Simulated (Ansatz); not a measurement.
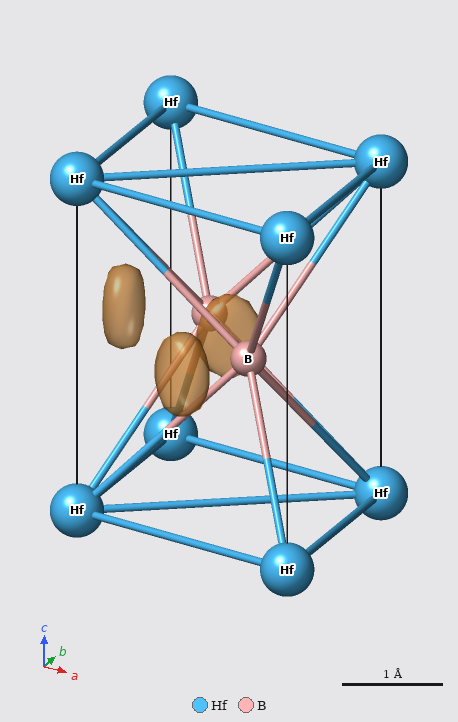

*HfB2. Isosurface of the ELF at 0.8 (orange), seen slightly off an axis. Only the valence region is drawn (cores and ρ < 0.01 e/Å³ removed). Sticks mark near contacts.*

Space group P6/mmm.

The calculation used DFT PBEsol, scalar-relativistic, plane waves, PAW in Ansatz.

Core electrons are frozen (PAW), and the valence fields are smoothed inside the atomic spheres.

Input

```
crystal:
  lattice:
    - [3.14, 0.0, 0.0]
    - [-1.57, 2.7193197679, 0.0]
    - [0.0, 0.0, 3.48]
  atoms:
    - { symbol: Hf, position: [0.0, 0.0, 0.0] }
    - { symbol: B, position: [0.3333333333, 0.6666666667, 0.5] }
    - { symbol: B, position: [0.6666666667, 0.3333333333, 0.5] }
basis:
  ecutwfc: 420
kpoints:
  mp_grid: { grid: [18, 18, 12] }
hamiltonian:
  xc: pbesol
scf:
  occupations: { method: gaussian, width: 0.1 }
output:
  forces: true
  stress: true
  eigenvalues: true
  write_density: true
  write_potential: true
  elf: true
  volumetric_format: npy
relax:
  adjacent_minimum: "off"
  f_tol: 0.005
  max_steps: 80
  cell: { stress_tol: 0.05 }
```

Launched as:

```sh
ansatz run input.yaml --threads 1 --pin off --max-ram 2560MiB --backend cpu --events-out ev --progress --plain --runs-dir out
```

Below, planes, directions and counts refer to the conventional cell (a = 3.13 Å, b = 3.13 Å, c = 3.45 Å, α = 90.00°, β = 90.00°, γ = 120.00°).

The fields are those of the run's last geometry, not of the input's.

Describe the localisation domains.

The ELF exceeds this value in three regions between bonded B–B atoms, counted in one cell of 3 atoms. Regions shared between cells count once. Along the contacts the grid gives the following. B–B (1.81 Å): the ELF peaks at about 0.85 between the atoms. Hf–B (2.50 Å): the ELF peaks at about 0.60 in the valence shell of B, 0.8 Å from its nucleus, and is about 0.20 at the midpoint.

Does the calculation give a band gap?

It is gapless in this calculation (a metal or semimetal).
